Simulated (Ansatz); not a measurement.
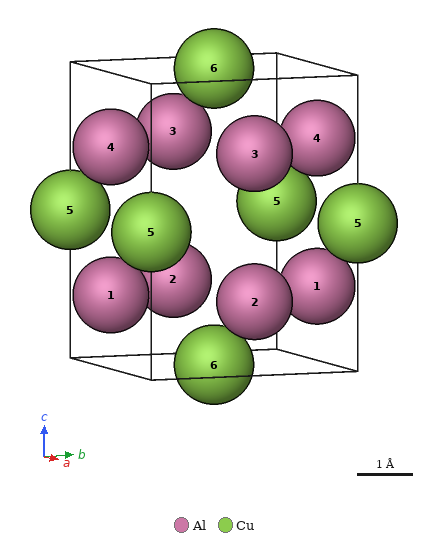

*The input geometry (spheres-only view of the cell of the calculation, seen slightly off an axis; atoms are numbered from 1 in the order of the input). An atom can appear more than once, as a periodic image.*

# Al$_{2}$Cu: geometry relaxation (part 1 of 2)

- system: Al$_{2}$Cu (6 atoms in the cell)
- method: DFT r2SCAN, scalar-relativistic, plane waves, PAW, no spin polarisation (Ansatz 0.2.0)

The structure derives from a Materials Project entry. It belongs to a series of runs on one base structure; here: uniaxial strain along c, a, b and atoms relaxed: -4.0 %. Figures and captions count atoms from 1; the log counts them from 0 in places.

Input
```yaml
crystal:
  lattice:
    - [2.8957442371, 2.8957442371, 0.0]
    - [-2.8957442371, 2.8957442371, 0.0]
    - [0.0, 0.0, 5.504781124]
  atoms:
    - { symbol: Al, position: [0.5, 0.0, 0.25] }
    - { symbol: Al, position: [0.0, 0.5, 0.25] }
    - { symbol: Al, position: [0.0, 0.5, 0.75] }
    - { symbol: Al, position: [0.5, 0.0, 0.75] }
    - { symbol: Cu, position: [0.0, 0.0, 0.5] }
    - { symbol: Cu, position: [0.5, 0.5, 0.0] }
basis:
  ecutwfc: 500
kpoints:
  mp_grid: { grid: [10, 10, 6] }
hamiltonian:
  xc: r2scan
scf:
  occupations: { method: gaussian, width: 0.1 }
output:
  forces: true
  stress: true
  eigenvalues: true
  write_density: true
  write_potential: true
  elf: true
  volumetric_format: npy
relax:
  adjacent_minimum: "off"
  f_tol: 0.008
  max_steps: 40
  cell: { stress_tol: 0.015, fix: [c, angles] }
```

Launch command:
```bash
ansatz run input.yaml --threads 1 --pin off --max-ram 2560MiB --backend cpu --events-out ev --progress --plain --runs-dir out
```

Log
```
Engine: ansatz 0.2.0, x86_64-unknown-linux-gnu
Pseudopotentials: kind: paw
Pseudopotential: Al, paw, valence charge 3, recommended cutoff 500 eV (meta_gga), Al.paw.azcp
Pseudopotential: Cu, paw, valence charge 19, recommended cutoff 500 eV (meta_gga), Cu.paw.azcp
Functional definition: r2SCAN
  parameter k0 = 0.174
  parameter k1 = 0.065
  parameter a1 = 4.9479
  exchange = r2scan_x(k0 = k0, k1 = k1, a1 = a1)
  correlation = r2scan_c
Crystal: 6 atoms, lattice volume = 92.319 Å³
Basis set: ecut = 500 eV, 2381 PW (Γ), exchange–correlation on 120×120×180 points (64 copies of the dense FFT grid, shifted against one another)
Bands: 31, of which v1, the nominal top of the filled ones, is band 25 counted from 1 (24 counted from 0)
Symmetry: 32 space group operations
Space group: I4/mmm (ITA 139), of the structure as read, at distance tolerance 4.5e-5 Å
k-points: 84 of 600
Non-local potential: Al, projectors of the file, l = 0: 2, l = 1: 2, l = 2: 1
Non-local potential: Cu, projectors of the file, l = 0: 3, l = 1: 2, l = 2: 3, l = 3: 1
PAW form: soft (Blöchl's): semilocal exchange-correlation on the pseudo side does not see the compensation charge
PAW frozen core: Al, regenerated for the run's functional (the file was generated under x = pbe(κ = 0.804, μ = 0.2195149727645171), c = pbe(β = 0.06672455060314922))
PAW frozen core: Cu, regenerated for the run's functional (the file was generated under x = pbe(κ = 0.804, μ = 0.2195149727645171), c = pbe(β = 0.06672455060314922))
PAW one-centre angular grid: Al, 302 points (default); XC on 160 Gauss nodes
PAW one-centre angular grid: Cu, 590 points (default); XC on 160 Gauss nodes
Initial density: superposition of atomic densities (neutral atoms: chi_scale 0, normalization atom), corrected by the library's trained network
Initial wavefunctions: pseudopotential atomic-orbital guess
Functional: x = r2scan, c = r2scan; τ floored in thin density (d = 2e-4 eV/Å³)
SCF iter   1: F=—  HF=-15425.329530 eV  |F-HF|=—  |Δ(HF+E_count)|=         —  Δρ=2.26e-2  dr2=3.40e-1  dr2_τ=2.42e-2  ethr=1.77e-3  ⟨swp⟩=7.2  Hψ=12164  notcnv=0  defer=16
preconditioner: auto → Kerker (q_TF=auto, 2.463 Å⁻¹)  [metal: Δε(μ)=0.071 eV  Ē_g=7.972 eV  σ=0.100 eV  W_gap=0.37  n_scr=28 (ndim 8)  ℏωp=22.5 eV  f_vac=0.000  D(μ)=1.06/eV (n_scr^D=2)]
SCF iter   2: F=—  HF=-15425.391756 eV  |F-HF|=—  |Δ(HF+E_count)|=   6.22e-2  Δρ=1.79e-2  dr2=1.48e-1  dr2_τ=1.70e-3  ethr=6.80e-4  ⟨swp⟩=2.1  Hψ=4910  notcnv=0  defer=110
SCF iter   3: F=—  HF=-15425.344941 eV  |F-HF|=—  |Δ(HF+E_count)|=   4.68e-2  Δρ=4.35e-3  dr2=2.32e-2  dr2_τ=5.91e-5  ethr=2.96e-4  ⟨swp⟩=2.1  Hψ=4173  notcnv=0  defer=110
SCF iter   4: F=—  HF=-15425.339031 eV  |F-HF|=—  |Δ(HF+E_count)|=   5.91e-3  Δρ=1.40e-3  dr2=1.18e-3  dr2_τ=1.90e-5  ethr=4.64e-5  ⟨swp⟩=1.5  Hψ=3890  notcnv=0  defer=110
SCF iter   5: F=—  HF=-15425.339238 eV  |F-HF|=—  |Δ(HF+E_count)|=   2.08e-4  Δρ=5.93e-4  dr2=3.44e-4  dr2_τ=1.41e-6  ethr=2.37e-6  ⟨swp⟩=2.0  Hψ=3421  notcnv=0  defer=110
SCF iter   6: F=—  HF=-15425.339204 eV  |F-HF|=—  |Δ(HF+E_count)|=   3.39e-5  Δρ=2.31e-4  dr2=6.63e-5  dr2_τ=2.05e-7  ethr=6.89e-7  ⟨swp⟩=2.0  Hψ=3994  notcnv=0  defer=110
SCF iter   7: F=—  HF=-15425.339203 eV  |F-HF|=—  |Δ(HF+E_count)|=   1.41e-6  Δρ=7.57e-5  dr2=7.66e-6  dr2_τ=2.42e-8  ethr=1.33e-7  ⟨swp⟩=2.0  Hψ=3745  notcnv=0  defer=110
SCF iter   8: F=—  HF=-15425.339203 eV  |F-HF|=—  |Δ(HF+E_count)|=   1.05e-7  Δρ=1.94e-5  dr2=4.78e-7  dr2_τ=1.66e-9  ethr=1.53e-8  ⟨swp⟩=2.4  Hψ=3734  notcnv=0  defer=110
SCF iter   9: F=-15425.339203 eV  HF=-15425.339203 eV  |F-HF|=5.09e-9  |Δ(HF+E_count)|=   8.78e-8  Δρ=2.49e-6  dr2=1.01e-8  dr2_τ=4.06e-11  ethr=2.00e-10  ⟨swp⟩=13.2  Hψ=17485  notcnv=0
SCF 1 converged in 9 iterations: F = -15425.339203 eV  dr2 = 1.01e-8
  greatest PAW one-centre occupation: 1.000 electrons in one spin orbital (limit 2), on the Cu atom at site 5 (counted from 0), in its partial waves of l = 0
relax step   1: F+E_penalty+E_count = -15425.33920294 eV  Δ(F+E_penalty+E_count) = +0.000e0 eV  max|allowed force component| = 5.782e-18 eV/Å  Δτ_max = 0.0000 Å  P = +2.465 GPa  Ω = 92.319 Å³  fix = [c, alpha, beta, gamma]  reactions: c +6.767 GPa  (9 SCF iters, dr2 threshold 1.00e-7 eV, accepted)
Crystal: 6 atoms, lattice volume = 92.478 Å³
Initial density: handed on by an earlier stage of this run
Initial wavefunctions: those handed on with the density
iter 1 solved again at ethr=5.57e-7 eV; its pass at ethr=3.10e-3 eV (dr2=2.79e-4 eV) is discarded
SCF iter   1: F=—  HF=-15425.339311 eV  |F-HF|=—  |Δ(HF+E_count)|=         —  Δρ=6.29e-4  dr2=2.52e-4  dr2_τ=7.68e-5  ethr=5.57e-7  ⟨swp⟩=2.1  Hψ=12570  notcnv=0
preconditioner: auto → Kerker (q_TF=auto, 2.463 Å⁻¹)  [metal: Δε(μ)=0.038 eV  Ē_g=7.788 eV  σ=0.100 eV  W_gap=0.21  n_scr=28 (ndim 8)  ℏωp=22.5 eV  f_vac=0.000  D(μ)=1.10/eV (n_scr^D=2)]
SCF iter   2: F=—  HF=-15425.339428 eV  |F-HF|=—  |Δ(HF+E_count)|=   1.17e-4  Δρ=5.55e-4  dr2=1.41e-4  dr2_τ=1.51e-6  ethr=5.04e-7  ⟨swp⟩=2.0  Hψ=4487  notcnv=0
SCF iter   3: F=—  HF=-15425.339371 eV  |F-HF|=—  |Δ(HF+E_count)|=   5.70e-5  Δρ=7.63e-5  dr2=5.73e-6  dr2_τ=4.55e-8  ethr=2.82e-7  ⟨swp⟩=2.0  Hψ=3650  notcnv=0
SCF iter   4: F=—  HF=-15425.339370 eV  |F-HF|=—  |Δ(HF+E_count)|=   3.84e-7  Δρ=3.97e-5  dr2=6.27e-7  dr2_τ=1.74e-8  ethr=1.15e-8  ⟨swp⟩=2.0  Hψ=3830  notcnv=0
SCF iter   5: F=—  HF=-15425.339371 eV  |F-HF|=—  |Δ(HF+E_count)|=   7.00e-7  Δρ=3.47e-5  dr2=5.52e-7  dr2_τ=1.20e-9  ethr=4.92e-10  ⟨swp⟩=9.0  Hψ=17194  notcnv=0
SCF iter   6: F=-15425.339371 eV  HF=-15425.339371 eV  |F-HF|=4.80e-9  |Δ(HF+E_count)|=   6.21e-8  Δρ=6.21e-6  dr2=3.01e-8  dr2_τ=2.34e-10  ethr=4.92e-10  ⟨swp⟩=6.2  Hψ=16229  notcnv=0
SCF 2 converged in 6 iterations: F = -15425.339371 eV  dr2 = 3.01e-8
relax step   2: F+E_penalty+E_count = -15425.33937092 eV  Δ(F+E_penalty+E_count) = -1.680e-4 eV  max|allowed force component| = 1.503e-17 eV/Å  Δτ_max = 0.0000 Å  P = +2.269 GPa  Ω = 92.478 Å³  energy of the carried Pulay correction = -2.783e-5 eV  fix = [c, alpha, beta, gamma]  reactions: c +6.644 GPa  (6 SCF iters, dr2 threshold 2.46e-7 eV, accepted)
Crystal: 6 atoms, lattice volume = 92.533 Å³
iter 1 solved again at ethr=6.59e-8 eV; its pass at ethr=3.10e-3 eV (dr2=3.29e-5 eV) is discarded
SCF iter   1: F=—  HF=-15425.339365 eV  |F-HF|=—  |Δ(HF+E_count)|=         —  Δρ=2.16e-4  dr2=3.02e-5  dr2_τ=9.28e-6  ethr=6.59e-8  ⟨swp⟩=2.2  Hψ=12596  notcnv=0
preconditioner: auto → Kerker (q_TF=auto, 2.462 Å⁻¹)  [metal: Δε(μ)=0.039 eV  Ē_g=7.782 eV  σ=0.100 eV  W_gap=0.21  n_scr=28 (ndim 8)  ℏωp=22.5 eV  f_vac=0.000  D(μ)=1.10/eV (n_scr^D=2)]
SCF iter   2: F=—  HF=-15425.339384 eV  |F-HF|=—  |Δ(HF+E_count)|=   1.87e-5  Δρ=1.90e-4  dr2=1.63e-5  dr2_τ=1.74e-7  ethr=6.04e-8  ⟨swp⟩=2.0  Hψ=4487  notcnv=0
SCF iter   3: F=—  HF=-15425.339375 eV  |F-HF|=—  |Δ(HF+E_count)|=   8.75e-6  Δρ=3.08e-5  dr2=9.95e-7  dr2_τ=6.54e-9  ethr=3.25e-8  ⟨swp⟩=2.1  Hψ=3758  notcnv=0
SCF iter   4: F=—  HF=-15425.339375 eV  |F-HF|=—  |Δ(HF+E_count)|=   5.79e-8  Δρ=1.48e-5  dr2=1.04e-7  dr2_τ=2.49e-9  ethr=1.99e-9  ⟨swp⟩=2.0  Hψ=3670  notcnv=0
SCF iter   5: F=—  HF=-15425.339375 eV  |F-HF|=—  |Δ(HF+E_count)|=   8.70e-8  Δρ=1.22e-5  dr2=7.19e-8  dr2_τ=1.74e-10  ethr=3.27e-11  ⟨swp⟩=7.2  Hψ=14161  notcnv=0
SCF iter   6: F=-15425.339375 eV  HF=-15425.339375 eV  |F-HF|=7.19e-10  |Δ(HF+E_count)|=   9.69e-9  Δρ=2.07e-6  dr2=4.54e-9  dr2_τ=2.97e-11  ethr=3.27e-11  ⟨swp⟩=5.4  Hψ=15036  notcnv=0
SCF 3 converged in 6 iterations: F = -15425.339375 eV  dr2 = 4.54e-9
relax step   3: F+E_penalty+E_count = -15425.33937534 eV  Δ(F+E_penalty+E_count) = -4.425e-6 eV  max|allowed force component| = 1.735e-17 eV/Å  Δτ_max = 0.0000 Å  P = +2.201 GPa  Ω = 92.533 Å³  energy of the carried Pulay correction = -3.750e-5 eV  fix = [c, alpha, beta, gamma]  reactions: c +6.602 GPa  (6 SCF iters, dr2 threshold 1.64e-8 eV, accepted)
Initial wavefunctions: pseudopotential atomic-orbital guess (no wavefunctions were taken with the density)
iter 1 solved again at ethr=1.41e-7 eV; its pass at ethr=3.10e-3 eV (dr2=7.07e-5 eV) is discarded
SCF iter   1: F=—  HF=-15425.339412 eV  |F-HF|=—  |Δ(HF+E_count)|=         —  Δρ=3.06e-6  dr2=6.31e-9  dr2_τ=2.82e-9  ethr=1.41e-7  ⟨swp⟩=3.0  Hψ=18396  notcnv=0
eigensolver tolerance schedule: the retry pair's looser diagonalisation over-reported the residual by 11195.89 of it (diagonalisation noise at 1.04 of the residual, at the tolerance the schedule requests for it); recorded, not acted on — ethr = c·dr2/N_el stays at c = 1.0e-1
preconditioner: auto → Kerker (q_TF=auto, 2.462 Å⁻¹)  [metal: Δε(μ)=0.039 eV  Ē_g=7.780 eV  σ=0.100 eV  W_gap=0.21  n_scr=28 (ndim 8)  ℏωp=22.5 eV  f_vac=0.000  D(μ)=1.10/eV (n_scr^D=2)]
SCF iter   2: F=—  HF=-15425.339412 eV  |F-HF|=—  |Δ(HF+E_count)|=   4.42e-7  Δρ=5.21e-6  dr2=1.91e-8  dr2_τ=2.26e-10  ethr=1.26e-11  ⟨swp⟩=2.9  Hψ=5528  notcnv=0
SCF iter   3: F=—  HF=-15425.339412 eV  |F-HF|=—  |Δ(HF+E_count)|=   1.32e-9  Δρ=3.56e-6  dr2=5.94e-9  dr2_τ=8.99e-11  ethr=1.26e-11  ⟨swp⟩=2.0  Hψ=4698  notcnv=0
SCF iter   4: F=—  HF=-15425.339412 eV  |F-HF|=—  |Δ(HF+E_count)|=   2.36e-9  Δρ=5.51e-7  dr2=2.80e-10  dr2_τ=3.49e-12  ethr=1.19e-11  ⟨swp⟩=2.6  Hψ=4839  notcnv=0
SCF iter   5: F=—  HF=-15425.339412 eV  |F-HF|=—  |Δ(HF+E_count)|=  2.40e-10  Δρ=3.65e-7  dr2=1.24e-10  dr2_τ=1.30e-12  ethr=1.00e-12  ⟨swp⟩=2.6  Hψ=4503  notcnv=0
SCF iter   6: F=—  HF=-15425.339412 eV  |F-HF|=—  |Δ(HF+E_count)|=  1.46e-11  Δρ=2.73e-7  dr2=3.36e-11  dr2_τ=1.36e-13  ethr=1.00e-12  ⟨swp⟩=2.0  Hψ=3929  notcnv=0
SCF iter   7: F=-15425.339412 eV  HF=-15425.339412 eV  |F-HF|=1.82e-12  |Δ(HF+E_count)|=  1.82e-12  Δρ=6.10e-8  dr2=1.57e-12  dr2_τ=9.57e-15  ethr=1.00e-12  ⟨swp⟩=4.4  Hψ=10825  notcnv=0
SCF 4 converged in 7 iterations: F = -15425.339412 eV  dr2 = 1.57e-12
relax step   4: F+E_penalty+E_count = -15425.33941225 eV  Δ(F+E_penalty+E_count) = -3.690e-5 eV  max|allowed force component| = 2.371e-17 eV/Å  Δτ_max = 0.0000 Å  P = +2.201 GPa  Ω = 92.533 Å³  fix = [c, alpha, beta, gamma]  reactions: c +6.602 GPa  stress off target by 1.07e-3 GPa on what of the cell is left free  SCF on the basis re-selected at this cell (its energy is not comparable with the rows above)  (7 SCF iters)
```

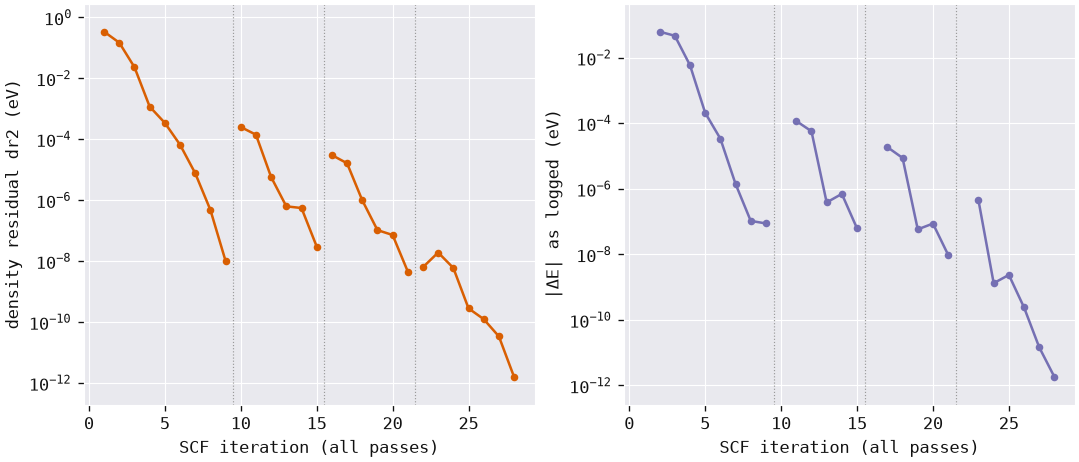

*Convergence of the self-consistent field: density residual dr2 and size of the energy change against the SCF iteration. The dotted lines part the SCF passes of the relaxation: geometry steps, rejected trials and re-solves on a re-selected basis.*

The passes take 9, 6, 6 and 7 iterations.
